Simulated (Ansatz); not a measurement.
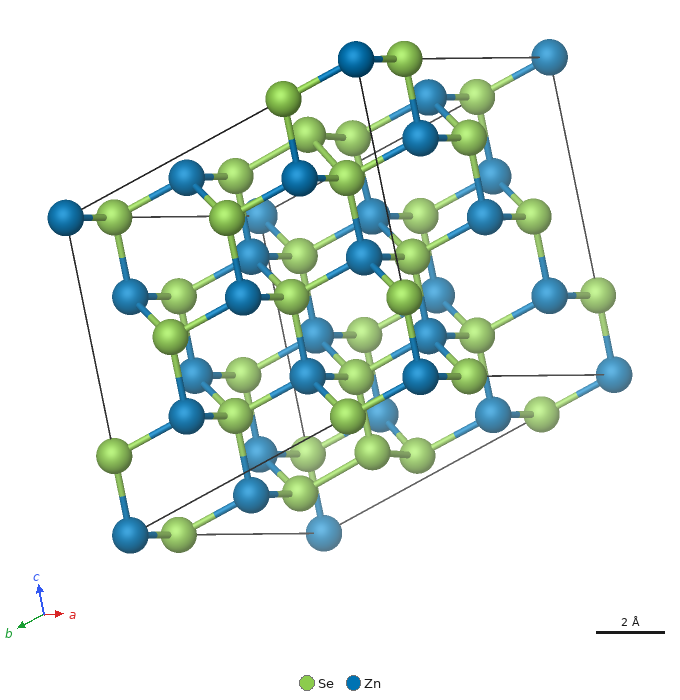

*The input geometry (ball-and-stick view of the cell of the calculation, seen at an oblique angle). An atom can appear more than once, as a periodic image.*

Near neighbours in the periodic cell (some may lie outside the picture): Se has 4 Se at 2.36 to 2.56 Å; Zn has 4 Se at 2.37 to 2.59 Å; Se has 1 Se at 2.36 to 2.56 Å and 3 Zn at 2.37 to 2.59 Å; Se has 4 Zn at 2.48 Å.

Zn15Se17: geometry relaxation (part 1 of 4)

The run: geometry relaxation of Zn15Se17 (defect cell, 32 atoms in the cell). Method and program: DFT PBE, scalar-relativistic, plane waves, PAW, no spin polarisation (Ansatz 0.2.0).

The structure derives from a Materials Project entry. It belongs to a series of runs on one base structure; here: Se on a Zn site (a), charge +0, atoms relaxed at the host's cell.

## What the program printed
```
Engine: ansatz 0.2.0, aarch64-unknown-linux-gnu
Pseudopotentials: kind: paw
Pseudopotential: Se, paw, valence charge 16, recommended cutoff 420 eV (normal), Se.paw.azcp
Pseudopotential: Zn, paw, valence charge 12, recommended cutoff 420 eV (normal), Zn.paw.azcp
Functional definition: PBE
  parameter kappa = 0.804
  parameter beta = 0.06672455060314922
  exchange = pbe_x(kappa = kappa, mu = beta*pi^2/3)
  correlation = pbe_c(beta = beta)
Crystal: 32 atoms, lattice volume = 753.224 Å³
Basis set: ecut = 420 eV, 14771 PW (Γ), exchange–correlation on 144×144×144 points (8 copies of the dense FFT grid, shifted against one another)
Bands: 272, of which v1, the nominal top of the filled ones, is band 226 counted from 1 (225 counted from 0)
Symmetry: 1 space group operations
Space group: P1 (ITA 1), of the structure as read, at distance tolerance 9.1e-5 Å
k-points: 4 of 8 (time reversal used)
Non-local potential: Se, projectors of the file, l = 0: 2, l = 1: 2, l = 2: 3, l = 3: 1
Non-local potential: Zn, projectors of the file, l = 0: 2, l = 1: 2, l = 2: 3, l = 3: 1
PAW form: soft (Blöchl's): semilocal exchange-correlation on the pseudo side does not see the compensation charge
PAW one-centre angular grid: Se, 590 points (default); XC on 64 Gauss nodes
PAW one-centre angular grid: Zn, 590 points (default); XC on 64 Gauss nodes
Initial density: superposition of atomic densities (neutral atoms: chi_scale 0, normalization atom), corrected by the library's trained network
Initial wavefunctions: pseudopotential atomic-orbital guess
Functional: x = pbe(κ = 0.804, μ = 0.2195149727645171), c = pbe(β = 0.06672455060314922)
SCF iter   1: F=—  HF=-142777.467734 eV  |F-HF|=—  |Δ(HF+E_count)|=         —  Δρ=4.10e-3  dr2=3.32e-1  ethr=1.77e-3  ⟨swp⟩=6.0  Hψ=4223  notcnv=0  defer=3
preconditioner: auto → LDOS  [metal: Δε(μ)=0.009 eV  Ē_g=10.747 eV  σ=0.010 eV  W_gap=0.47  n_scr=200 (ndim 8)  ℏωp=22.7 eV  f_vac=0.125  D(μ)=46.39/eV (n_scr^D=458)  β→1.0]
SCF iter   2: F=—  HF=-142777.454674 eV  |F-HF|=—  |Δ(HF+E_count)|=   1.31e-2  Δρ=3.95e-3  dr2=1.81e-1  ethr=7.35e-5  ⟨swp⟩=3.0  Hψ=2177  notcnv=0  defer=154
SCF iter   3: F=—  HF=-142777.425051 eV  |F-HF|=—  |Δ(HF+E_count)|=   2.96e-2  Δρ=1.53e-3  dr2=5.44e-2  ethr=4.01e-5  ⟨swp⟩=3.0  Hψ=1875  notcnv=0  defer=154
SCF iter   4: F=—  HF=-142777.421705 eV  |F-HF|=—  |Δ(HF+E_count)|=   3.35e-3  Δρ=1.85e-3  dr2=4.93e-2  ethr=1.20e-5  ⟨swp⟩=3.0  Hψ=1862  notcnv=0  defer=154
SCF iter   5: F=—  HF=-142777.417375 eV  |F-HF|=—  |Δ(HF+E_count)|=   4.33e-3  Δρ=8.57e-4  dr2=1.71e-2  ethr=1.09e-5  ⟨swp⟩=2.5  Hψ=1530  notcnv=0  defer=154
SCF iter   6: F=—  HF=-142777.415845 eV  |F-HF|=—  |Δ(HF+E_count)|=   1.53e-3  Δρ=6.85e-4  dr2=8.99e-3  ethr=3.78e-6  ⟨swp⟩=2.0  Hψ=1042  notcnv=0  defer=154
SCF iter   7: F=—  HF=-142777.415537 eV  |F-HF|=—  |Δ(HF+E_count)|=   3.09e-4  Δρ=6.66e-4  dr2=6.28e-3  ethr=1.99e-6  ⟨swp⟩=2.0  Hψ=1471  notcnv=0  defer=154
SCF iter   8: F=—  HF=-142777.414987 eV  |F-HF|=—  |Δ(HF+E_count)|=   5.50e-4  Δρ=5.26e-4  dr2=4.59e-3  ethr=1.39e-6  ⟨swp⟩=2.0  Hψ=1425  notcnv=0  defer=154
SCF iter   9: F=—  HF=-142777.414562 eV  |F-HF|=—  |Δ(HF+E_count)|=   4.25e-4  Δρ=4.04e-4  dr2=2.85e-3  ethr=1.02e-6  ⟨swp⟩=2.0  Hψ=982  notcnv=0  defer=154
SCF iter  10: F=—  HF=-142777.414176 eV  |F-HF|=—  |Δ(HF+E_count)|=   3.86e-4  Δρ=2.62e-4  dr2=1.26e-3  ethr=6.31e-7  ⟨swp⟩=2.0  Hψ=1442  notcnv=0  defer=154
SCF iter  11: F=—  HF=-142777.414013 eV  |F-HF|=—  |Δ(HF+E_count)|=   1.63e-4  Δρ=1.80e-4  dr2=5.06e-4  ethr=2.79e-7  ⟨swp⟩=2.0  Hψ=1503  notcnv=0  defer=154
SCF iter  12: F=—  HF=-142777.413953 eV  |F-HF|=—  |Δ(HF+E_count)|=   5.94e-5  Δρ=1.19e-4  dr2=2.29e-4  ethr=1.12e-7  ⟨swp⟩=2.0  Hψ=1435  notcnv=0  defer=154
SCF iter  13: F=—  HF=-142777.413944 eV  |F-HF|=—  |Δ(HF+E_count)|=   9.71e-6  Δρ=7.75e-5  dr2=9.71e-5  ethr=5.07e-8  ⟨swp⟩=2.0  Hψ=1434  notcnv=0  defer=154
SCF iter  14: F=—  HF=-142777.413937 eV  |F-HF|=—  |Δ(HF+E_count)|=   7.18e-6  Δρ=4.93e-5  dr2=4.89e-5  ethr=2.15e-8  ⟨swp⟩=2.0  Hψ=1431  notcnv=0  defer=154
SCF iter  15: F=—  HF=-142777.413936 eV  |F-HF|=—  |Δ(HF+E_count)|=   3.70e-7  Δρ=3.73e-5  dr2=3.05e-5  ethr=1.08e-8  ⟨swp⟩=2.0  Hψ=942  notcnv=0  defer=154
SCF iter  16: F=—  HF=-142777.413937 eV  |F-HF|=—  |Δ(HF+E_count)|=   3.88e-7  Δρ=3.58e-5  dr2=2.03e-5  ethr=6.74e-9  ⟨swp⟩=2.0  Hψ=1430  notcnv=0  defer=154
SCF iter  17: F=-142777.413922 eV  HF=-142777.413935 eV  |F-HF|=1.24e-5  |Δ(HF+E_count)|=   2.01e-6  Δρ=2.56e-5  dr2=1.40e-5  ethr=3.46e-9  ⟨swp⟩=14.5  Hψ=10417  notcnv=0
SCF 1 converged in 17 iterations: F = -142777.413922 eV  dr2 = 1.40e-5
  greatest PAW one-centre occupation: 1.000 electrons in one spin orbital (limit 2), on the Se atom at site 0 (counted from 0), in its partial waves of l = 2
relax step   1: F+E_penalty+E_count = -142777.41392213 eV  Δ(F+E_penalty+E_count) = +0.000e0 eV  max|allowed force component| = 1.586e0 eV/Å  Δτ_max = 0.0000 Å  (17 SCF iters, dr2 threshold 1.56e-5 eV, accepted)
Initial density: handed on by an earlier stage of this run
Initial wavefunctions: those handed on with the density
iter 1 solved again at ethr=1.98e-4 eV; its pass at ethr=3.10e-3 eV (dr2=8.95e-1 eV) is discarded
SCF iter   1: F=—  HF=-142778.683289 eV  |F-HF|=—  |Δ(HF+E_count)|=         —  Δρ=8.19e-3  dr2=8.96e-1  ethr=1.98e-4  ⟨swp⟩=1.0  Hψ=3329  notcnv=0  defer=157
preconditioner: auto → Resta (q_TF=auto, 2.506 Å⁻¹)  ε∞=5.5  [insulator: Δε(μ)=0.100 eV  Ē_g=10.763 eV  σ=0.010 eV  W_gap=1.00  n_scr=200 (ndim 8)  ℏωp=22.7 eV  f_vac=0.122  D(μ)=0.00/eV (n_scr^D=0)  ε∞_Penn≈5.5]
SCF iter   2: F=—  HF=-142778.537727 eV  |F-HF|=—  |Δ(HF+E_count)|=   1.46e-1  Δρ=4.01e-3  dr2=1.56e-1  ethr=1.98e-4  ⟨swp⟩=3.0  Hψ=1483  notcnv=0  defer=157
preconditioner: auto → LDOS  [metal: Δε(μ)=0.009 eV  Ē_g=10.765 eV  σ=0.010 eV  W_gap=0.45  n_scr=200 (ndim 8)  ℏωp=22.7 eV  f_vac=0.123  D(μ)=54.41/eV (n_scr^D=602)  β→1.0]
SCF iter   3: F=—  HF=-142778.527792 eV  |F-HF|=—  |Δ(HF+E_count)|=   9.94e-3  Δρ=2.12e-3  dr2=7.97e-2  ethr=3.45e-5  ⟨swp⟩=3.0  Hψ=2196  notcnv=0  defer=156
SCF iter   4: F=—  HF=-142778.519217 eV  |F-HF|=—  |Δ(HF+E_count)|=   8.58e-3  Δρ=1.66e-3  dr2=4.50e-2  ethr=1.76e-5  ⟨swp⟩=2.2  Hψ=1525  notcnv=0  defer=156
SCF iter   5: F=—  HF=-142778.518371 eV  |F-HF|=—  |Δ(HF+E_count)|=   8.46e-4  Δρ=1.49e-3  dr2=3.02e-2  ethr=9.96e-6  ⟨swp⟩=2.0  Hψ=1524  notcnv=0  defer=156
SCF iter   6: F=—  HF=-142778.516436 eV  |F-HF|=—  |Δ(HF+E_count)|=   1.94e-3  Δρ=6.45e-4  dr2=1.11e-2  ethr=6.68e-6  ⟨swp⟩=2.0  Hψ=1516  notcnv=0  defer=156
SCF iter   7: F=—  HF=-142778.515401 eV  |F-HF|=—  |Δ(HF+E_count)|=   1.03e-3  Δρ=5.60e-4  dr2=6.39e-3  ethr=2.45e-6  ⟨swp⟩=2.0  Hψ=954  notcnv=0  defer=156
SCF iter   8: F=—  HF=-142778.514636 eV  |F-HF|=—  |Δ(HF+E_count)|=   7.65e-4  Δρ=4.73e-4  dr2=3.44e-3  ethr=1.41e-6  ⟨swp⟩=2.0  Hψ=1182  notcnv=0  defer=156
SCF iter   9: F=—  HF=-142778.514451 eV  |F-HF|=—  |Δ(HF+E_count)|=   1.86e-4  Δρ=3.00e-4  dr2=1.28e-3  ethr=7.62e-7  ⟨swp⟩=2.0  Hψ=1307  notcnv=0  defer=156
SCF iter  10: F=—  HF=-142778.514394 eV  |F-HF|=—  |Δ(HF+E_count)|=   5.66e-5  Δρ=1.59e-4  dr2=4.74e-4  ethr=2.83e-7  ⟨swp⟩=2.0  Hψ=1543  notcnv=0  defer=156
SCF iter  11: F=—  HF=-142778.514406 eV  |F-HF|=—  |Δ(HF+E_count)|=   1.20e-5  Δρ=1.38e-4  dr2=3.53e-4  ethr=1.05e-7  ⟨swp⟩=2.0  Hψ=1342  notcnv=0  defer=156
SCF iter  12: F=—  HF=-142778.514391 eV  |F-HF|=—  |Δ(HF+E_count)|=   1.52e-5  Δρ=1.20e-4  dr2=2.78e-4  ethr=7.82e-8  ⟨swp⟩=2.0  Hψ=1266  notcnv=0  defer=156
SCF iter  13: F=—  HF=-142778.514367 eV  |F-HF|=—  |Δ(HF+E_count)|=   2.42e-5  Δρ=9.75e-5  dr2=1.83e-4  ethr=6.16e-8  ⟨swp⟩=2.0  Hψ=937  notcnv=0  defer=156
SCF iter  14: F=—  HF=-142778.514348 eV  |F-HF|=—  |Δ(HF+E_count)|=   1.83e-5  Δρ=7.62e-5  dr2=1.05e-4  ethr=4.05e-8  ⟨swp⟩=2.0  Hψ=1080  notcnv=0  defer=156
SCF iter  15: F=-142778.514303 eV  HF=-142778.514334 eV  |F-HF|=3.15e-5  |Δ(HF+E_count)|=   1.40e-5  Δρ=5.50e-5  dr2=4.59e-5  ethr=2.21e-8  ⟨swp⟩=13.5  Hψ=9101  notcnv=0
SCF 2 converged in 15 iterations: F = -142778.514303 eV  dr2 = 4.59e-5
[... from here on the iterations of each SCF are left out, up to the last one ...]
relax step   2: F+E_penalty+E_count = -142778.51430273 eV  Δ(F+E_penalty+E_count) = -1.100e0 eV  max|allowed force component| = 1.040e0 eV/Å  Δτ_max = 0.1948 Å  (15 SCF iters, dr2 threshold 1.00e-4 eV, accepted)
preconditioner: auto → Resta (q_TF=auto, 2.506 Å⁻¹)  ε∞=5.4  [insulator: Δε(μ)=0.383 eV  Ē_g=10.785 eV  σ=0.010 eV  W_gap=1.00  n_scr=200 (ndim 8)  ℏωp=22.7 eV  f_vac=0.123  D(μ)=0.00/eV (n_scr^D=0)  ε∞_Penn≈5.4]
SCF 3 converged in 7 iterations: F = -142778.975049 eV  dr2 = 4.63e-5
relax step   3: F+E_penalty+E_count = -142778.97504867 eV  Δ(F+E_penalty+E_count) = -4.607e-1 eV  max|allowed force component| = 1.283e0 eV/Å  Δτ_max = 0.1950 Å  (7 SCF iters, dr2 threshold 6.76e-5 eV, accepted)
preconditioner: auto → Resta (q_TF=auto, 2.506 Å⁻¹)  ε∞=5.4  [insulator: Δε(μ)=0.605 eV  Ē_g=10.794 eV  σ=0.010 eV  W_gap=1.00  n_scr=200 (ndim 8)  ℏωp=22.7 eV  f_vac=0.123  D(μ)=0.00/eV (n_scr^D=0)  ε∞_Penn≈5.4]
SCF 4 converged in 6 iterations: F = -142779.307454 eV  dr2 = 3.81e-5
relax step   4: F+E_penalty+E_count = -142779.30745443 eV  Δ(F+E_penalty+E_count) = -3.324e-1 eV  max|allowed force component| = 1.225e0 eV/Å  Δτ_max = 0.1956 Å  (6 SCF iters, dr2 threshold 1.00e-4 eV, accepted)
preconditioner: auto → Resta (q_TF=auto, 2.506 Å⁻¹)  ε∞=5.4  [insulator: Δε(μ)=1.015 eV  Ē_g=10.799 eV  σ=0.010 eV  W_gap=1.00  n_scr=200 (ndim 8)  ℏωp=22.7 eV  f_vac=0.124  D(μ)=0.00/eV (n_scr^D=0)  ε∞_Penn≈5.4]
SCF 5 converged in 6 iterations: F = -142779.504402 eV  dr2 = 3.32e-5
relax step   5: F+E_penalty+E_count = -142779.50440238 eV  Δ(F+E_penalty+E_count) = -1.969e-1 eV  max|allowed force component| = 3.881e-1 eV/Å  Δτ_max = 0.1950 Å  (6 SCF iters, dr2 threshold 1.00e-4 eV, accepted)
preconditioner: auto → Resta (q_TF=auto, 2.506 Å⁻¹)  ε∞=5.4  [insulator: Δε(μ)=1.374 eV  Ē_g=10.807 eV  σ=0.010 eV  W_gap=1.00  n_scr=200 (ndim 8)  ℏωp=22.7 eV  f_vac=0.123  D(μ)=0.00/eV (n_scr^D=0)  ε∞_Penn≈5.4]
SCF 6 converged in 7 iterations: F = -142779.604255 eV  dr2 = 9.05e-6
relax step   6: F+E_penalty+E_count = -142779.60425549 eV  Δ(F+E_penalty+E_count) = -9.985e-2 eV  max|allowed force component| = 2.509e-1 eV/Å  Δτ_max = 0.2000 Å  (7 SCF iters, dr2 threshold 1.51e-5 eV, accepted)
preconditioner: auto → Resta (q_TF=auto, 2.506 Å⁻¹)  ε∞=5.4  [insulator: Δε(μ)=1.325 eV  Ē_g=10.801 eV  σ=0.010 eV  W_gap=1.00  n_scr=200 (ndim 8)  ℏωp=22.7 eV  f_vac=0.123  D(μ)=0.00/eV (n_scr^D=0)  ε∞_Penn≈5.4]
SCF 7 converged in 6 iterations: F = -142779.632463 eV  dr2 = 4.08e-6
relax step   7: F+E_penalty+E_count = -142779.63246296 eV  Δ(F+E_penalty+E_count) = -2.821e-2 eV  max|allowed force component| = 4.979e-2 eV/Å  Δτ_max = 0.0380 Å  (6 SCF iters, dr2 threshold 6.32e-6 eV, accepted)
preconditioner: auto → Resta (q_TF=auto, 2.506 Å⁻¹)  ε∞=5.4  [insulator: Δε(μ)=1.357 eV  Ē_g=10.791 eV  σ=0.010 eV  W_gap=1.00  n_scr=200 (ndim 8)  ℏωp=22.7 eV  f_vac=0.123  D(μ)=0.00/eV (n_scr^D=0)  ε∞_Penn≈5.4]
SCF 8 converged in 7 iterations: F = -142779.635179 eV  dr2 = 9.73e-8
relax step   8: F+E_penalty+E_count = -142779.63517923 eV  Δ(F+E_penalty+E_count) = -2.716e-3 eV  max|allowed force component| = 2.657e-2 eV/Å  Δτ_max = 0.0154 Å  (7 SCF iters, accepted)
SCF iter   1: F=—  HF=-142779.636018 eV  |F-HF|=—  |Δ(HF+E_count)|=         —  Δρ=3.12e-4  dr2=5.34e-4  ethr=1.40e-6  ⟨swp⟩=3.0  Hψ=1897  notcnv=0  defer=160
preconditioner: auto → Resta (q_TF=auto, 2.506 Å⁻¹)  ε∞=5.4  [insulator: Δε(μ)=1.363 eV  Ē_g=10.787 eV  σ=0.010 eV  W_gap=1.00  n_scr=200 (ndim 8)  ℏωp=22.7 eV  f_vac=0.123  D(μ)=0.00/eV (n_scr^D=0)  ε∞_Penn≈5.4]
SCF iter   2: F=—  HF=-142779.635869 eV  |F-HF|=—  |Δ(HF+E_count)|=   1.49e-4  Δρ=1.48e-4  dr2=9.77e-5  ethr=1.18e-7  ⟨swp⟩=2.0  Hψ=1836  notcnv=0  defer=160
SCF iter   3: F=—  HF=-142779.635505 eV  |F-HF|=—  |Δ(HF+E_count)|=   3.64e-4  Δρ=2.72e-5  dr2=5.53e-6  ethr=2.16e-8  ⟨swp⟩=2.0  Hψ=1804  notcnv=0  defer=160
SCF iter   4: F=—  HF=-142779.635506 eV  |F-HF|=—  |Δ(HF+E_count)|=   9.96e-7  Δρ=1.61e-5  dr2=1.86e-6  ethr=1.22e-9  ⟨swp⟩=2.0  Hψ=1812  notcnv=0  defer=160
SCF iter   5: F=—  HF=-142779.635506 eV  |F-HF|=—  |Δ(HF+E_count)|=   3.89e-8  Δρ=9.64e-6  dr2=7.16e-7  ethr=4.11e-10  ⟨swp⟩=2.0  Hψ=1432  notcnv=0  defer=160
SCF iter   6: F=-142779.635506 eV  HF=-142779.635506 eV  |F-HF|=3.16e-8  |Δ(HF+E_count)|=   1.57e-7  Δρ=2.37e-6  dr2=7.55e-8  ethr=2.21e-11  ⟨swp⟩=11.0  Hψ=8256  notcnv=0
SCF 9 converged in 6 iterations: F = -142779.635506 eV  dr2 = 7.55e-8
relax step   9: F+E_penalty+E_count = -142779.63550613 eV  Δ(F+E_penalty+E_count) = -3.269e-4 eV  max|allowed force component| = 9.573e-3 eV/Å  Δτ_max = 0.0114 Å  (6 SCF iters, accepted)
```

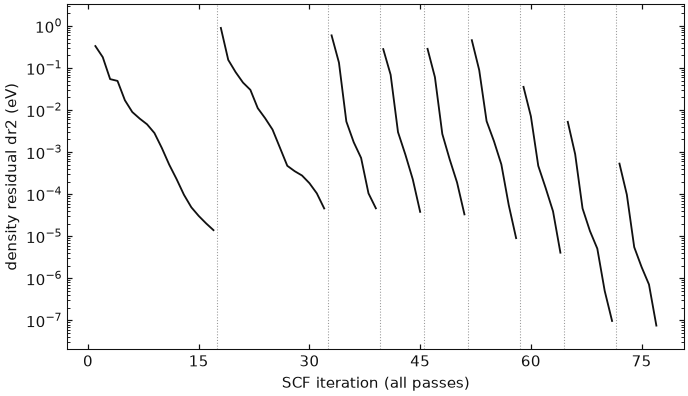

*Convergence of the self-consistent field: density residual dr2 against the SCF iteration. The dotted lines part the SCF passes of the relaxation: geometry steps, rejected trials and re-solves on a re-selected basis.*

The 9 passes take 6 to 17 iterations each, 77 in all.

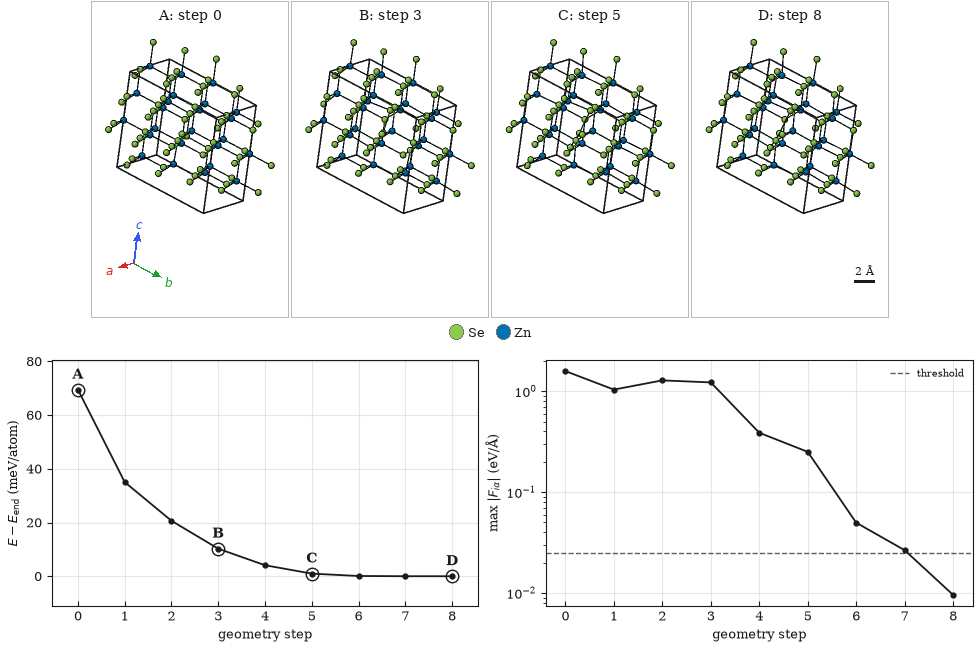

*Frames of the relaxation (ball-and-stick view of the cell of the calculation (origin shifted), with bonded neighbours outside it, seen slightly off an axis) above the curves, on which the letters mark them (the first geometry is step 0 here and step 1 in the log).*

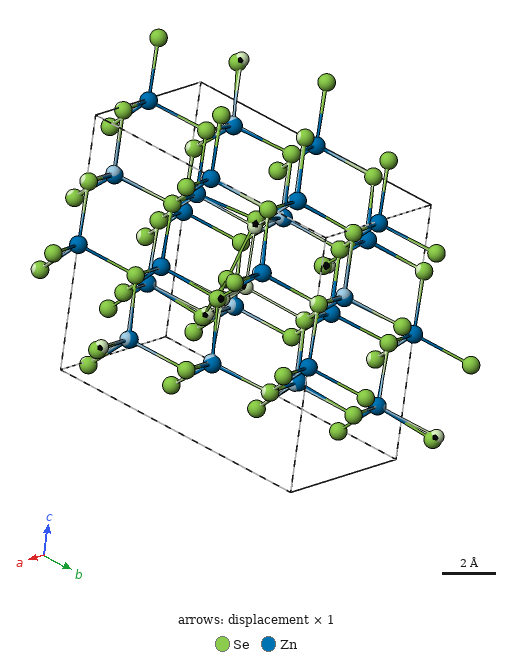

*Start (faint) and end (solid) with the displacements as black arrows, at true length (ball-and-stick view of the cell of the calculation (origin shifted), with bonded neighbours outside it, seen slightly off an axis).*

After 8 geometry steps the energy has fallen by 69.4 meV per atom. Largest force component: 1.6 eV/Å at the start, 0.0096 eV/Å at the end. Se1 moves most: 0.78 Å. By element the largest moves are Se 0.78 Å, Zn 0.13 Å. The cell doesn't change. Among the contacts that change: Se1–Se17 2.513 → 3.341 Å, Se1–Se28 2.360 → 2.578 Å, Zn15–Se26 2.370 → 2.502 Å, Zn16–Se32 2.592 → 2.476 Å. Bonds break: Se1–Se17 (2.51 → 3.34 Å). Among the angles that change: Se1–Se28–Zn12 109.4° → 86.7°, Se1–Se26–Zn10 105.6° → 86.7°, Se1–Se32–Zn16 105.0° → 86.7°. (Atoms are counted from 1 in the order of the input.)

```
SCF converged after 6 iterations
Free energy (F): -142779.635506 eV
Harris-Foulkes:  -142779.635506 eV  (|F-HF|=3.16e-8)
Internal energy: -142779.635506 eV  (E = F + TS)
E sigma→0 (E₀):  -142779.635506 eV
Fermi energy:    7.528732 eV
--- Per-component energies (eV) ---
  E_band       = -6644.069358
  E_kinetic    = 3979.245113
  E_local      = -71672.799394  (includes V_loc(G=0)·N_el)
  E_nonlocal   = -910.607863
  E_hartree    = 33322.969354
  E_xc         = -3825.444649
  E_vxc        = -2443.132912  (∫ρ·V_xc dr)
  E_paw        = -59917.301740  (= ΣΔE_a)
  E_vpaw       = -2242.690902  (= ΣTr[D̂ρ^β])
  E_aug_tail   = -0.015165  (compensation charges beyond the density's cutoff)
  E_ewald      = -43755.681161
  E_smearing   = -0.000000  (= −TS)
  E_closure    = -0.000000  (closes the sum)
  Σ components = -142779.635506   (vs F -142779.635506, Δ=0.00e0)
```
